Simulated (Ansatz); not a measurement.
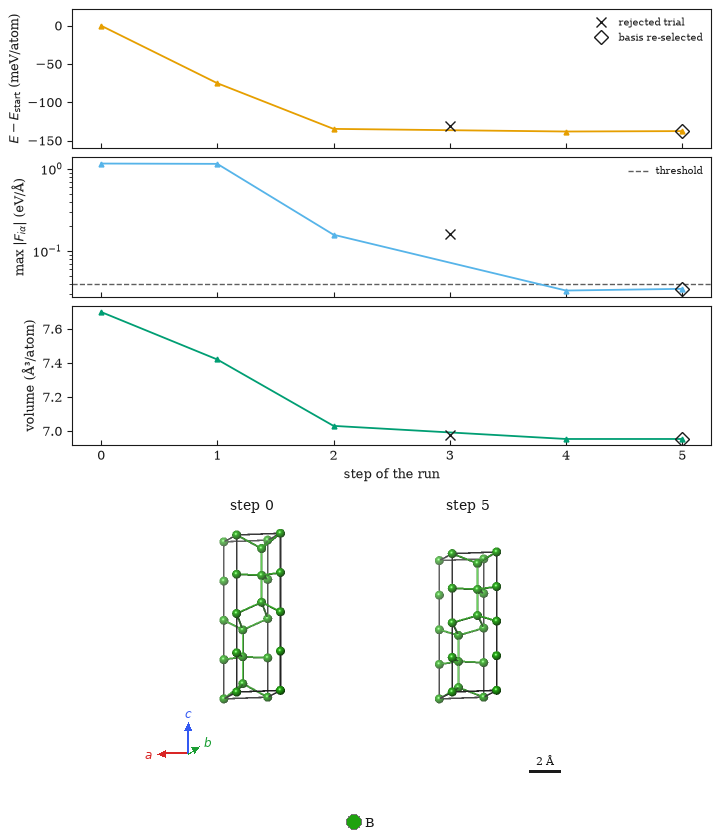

First and last geometry of a relaxation of a crystal of B (a generated structure, set up in P6_3/mmc) (coarse preliminary run), with the history of the run. The picture is a ball-and-stick view of the cell of the calculation, seen from a free direction.

All numbers below come from DFT PBE, scalar-relativistic, plane waves, PAW in Ansatz 0.2.0. (plane-wave cutoff 420 eV; k-point mesh 6 × 6 × 2; occupations gaussian; smearing width 0.1 eV; no spin polarisation; cell and atoms relaxed; force threshold 0.04 eV/Å; at most 70 steps)

Q: What do the curves and the structures tell?

A: It converged. The largest moves relative to the cell, 0.16 Å, are those of B atoms. The volume changes by −9.7 %, with a = b 2.932 → 2.969 Å (+1.3 %), c 10.343 → 9.108 Å (−11.9 %). Some distances before and after: B–B 2.586 → 2.277 Å, B–B 2.353 → 2.050 Å, B–B 1.880 → 1.804 Å, B–B 1.768 → 1.715 Å. Bond angles that change, for instance: B–B–B 77.5° → 69.2°, B–B–B 102.5° → 110.8°, B–B–B 115.8° → 108.2°. The space group stays P6_3/mmc (No. 194). After 3 accepted moves (5 points after the start) the energy has fallen by 138 meV per atom. The largest force component goes from 1.2 to 0.035 eV/Å. The pressure goes from −11.52 to −0.17 GPa. The line search rejected the trial step at point 3 of the run. The SCF was repeated once at an unchanged geometry on a basis and grid sized afresh for the cell, which shifted the energy by 0.5 meV per atom at most. The run took 11 s on 1 thread of Arm Neoverse V1 (shared host), peak memory 0.32 GiB.
